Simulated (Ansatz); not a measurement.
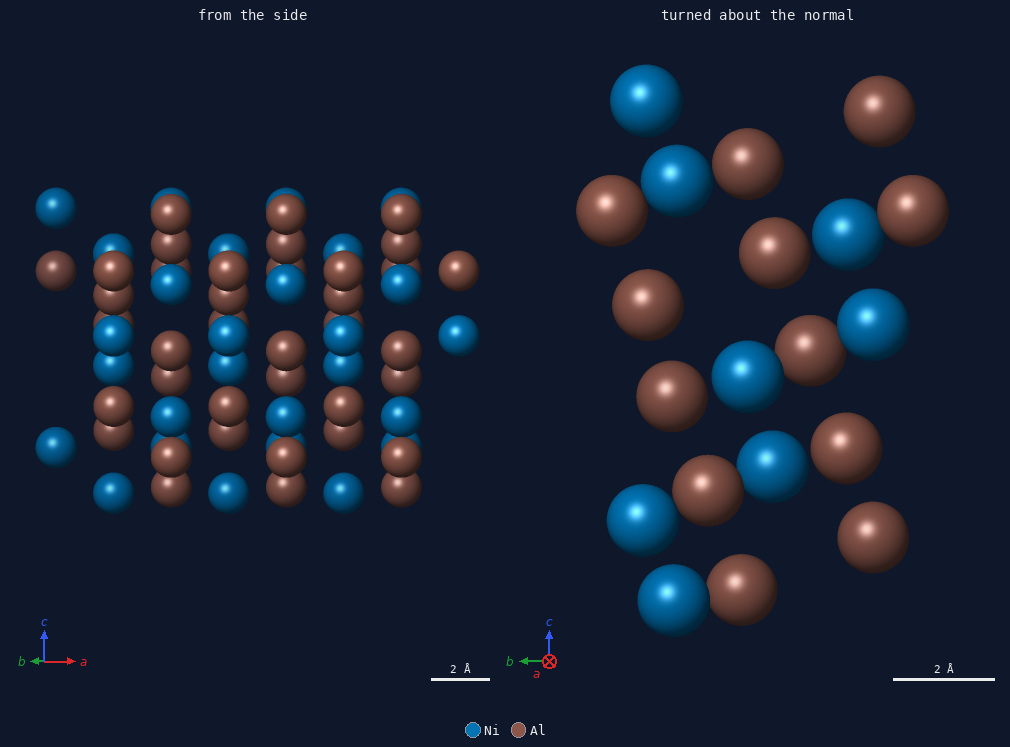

A spheres-only picture of a periodic slab, seen from the side and turned about the normal. The surface normal points up in side views; the vacuum is left out. 3×1 cells are drawn in the plane, with atoms at the edges repeated.

The cell holds 11 Al, 8 Ni. The slab was cut from bulk Al3Ni2 (P-3m1).

### Give the termination of both faces.

The top face ends in Al and Ni, the bottom face in Al and Ni. The two faces are alike.

### What height do the atoms span?

About 10 Å from the lowest to the highest atom.

### Which lattice plane is parallel to the surface?

(0 1 1).

Its origin is a structure listed in the Materials Project, from which a slab was cut. The atoms were relaxed in a fixed cell with DFT PBEsol, scalar-relativistic, plane waves, PAW in Ansatz 0.2.0.
